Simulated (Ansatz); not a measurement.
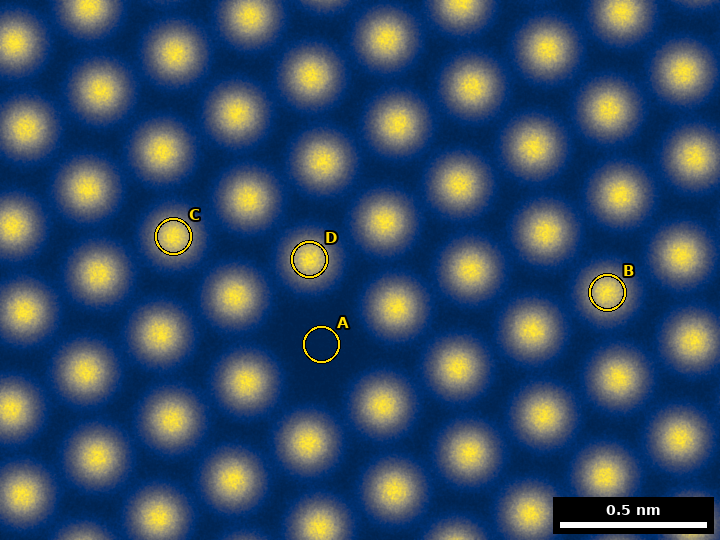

Z-contrast image of Sn (P6_3/mmc, No. 194) along [100]. Simulation: incoherent imaging, intensity Z^1.8 per atom, probe width 1.30 Å, thin sample. Shot noise was added.

The sample is 1 repeat (3.3 Å) thick. One point defect was put into the perfect crystal, without relaxing the atoms around it. Brightness is counted from the darkest point of the image. Host structure: the end point of a relaxation at fixed volume with DFT HSE06, scalar-relativistic, plane waves, PAW in Ansatz 0.2.0; the starting structure was generated, so it need not be a known form of this composition.

Q: Which ringed column holds the defect, and does it scatter more or less than its equals?

A; it scatters less. The column holds 1 atom (Sn) through the sample, and one Sn atom is missing, so its peak vanishes.
